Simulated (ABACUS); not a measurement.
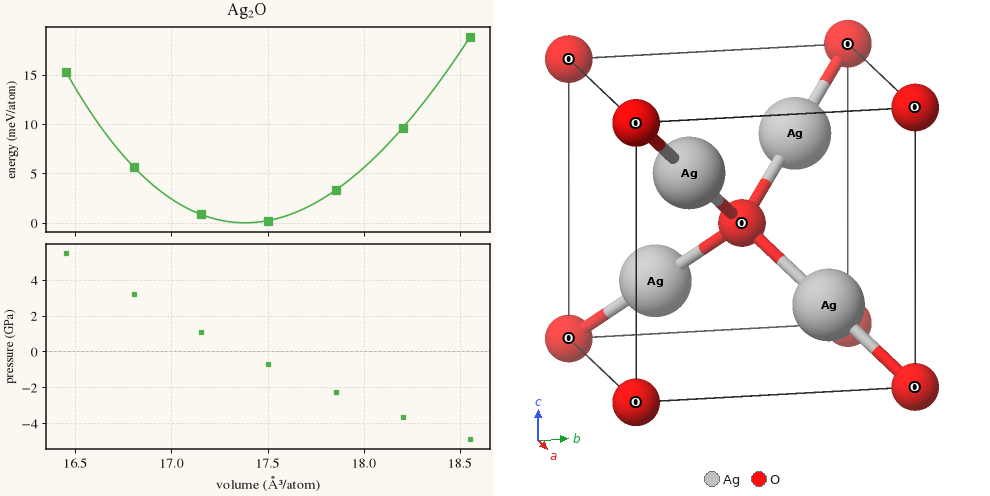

Computed with ABACUS 3.10.1: DFT in plane waves or numerical atomic orbitals with pseudopotentials, no spin polarisation; energies at scaled volumes of the given cell, shape and fractions fixed, counted from the fit's minimum, third-order Birch-Murnaghan fit. Level: PBEsol.

k mesh 6×6×6; occupations Fermi–Dirac; smearing width 0.05 eV; potentials PseudoDojo NC SR 0.4.1 PBEsol standard; wave cutoff 1143 eV; density cutoff 4572 eV; program settings basis pw.

Structure:
```cif
data_structure
_symmetry_space_group_name_H-M 'P 1'
_symmetry_Int_Tables_number 1
_cell_length_a 4.7180
_cell_length_b 4.7180
_cell_length_c 4.7180
_cell_angle_alpha 90.000
_cell_angle_beta 90.000
_cell_angle_gamma 90.000
_cell_volume 105.02
loop_
_atom_site_label
_atom_site_type_symbol
_atom_site_fract_x
_atom_site_fract_y
_atom_site_fract_z
_atom_site_occupancy
Ag1 Ag 0.75000 0.25000 0.75000 1
Ag2 Ag 0.75000 0.75000 0.25000 1
Ag3 Ag 0.25000 0.75000 0.75000 1
Ag4 Ag 0.25000 0.25000 0.25000 1
O1 O 0.50000 0.50000 0.50000 1
O2 O 0.00000 0.00000 0.00000 1
```

Caption: Energy and pressure against volume for Ag₂O, space group Pn-3m (No. 224). The conventional cell is drawn beside the plot.

A third-order Birch–Murnaghan fit gives V0 = 17.38 Å³/atom, B0 = 87.6 GPa and B′ = 5.2. The energy is 15.26 meV/atom at volume 16.45 Å³/atom and 18.82 meV/atom at 18.55 Å³/atom; the lowest computed point is at volume 17.50 Å³/atom (0.22 meV/atom), in a single well. The pressure falls from 5.48 GPa at volume 16.45 Å³/atom to −4.90 GPa at 18.55 Å³/atom, and changes sign near 17.37 Å³/atom.
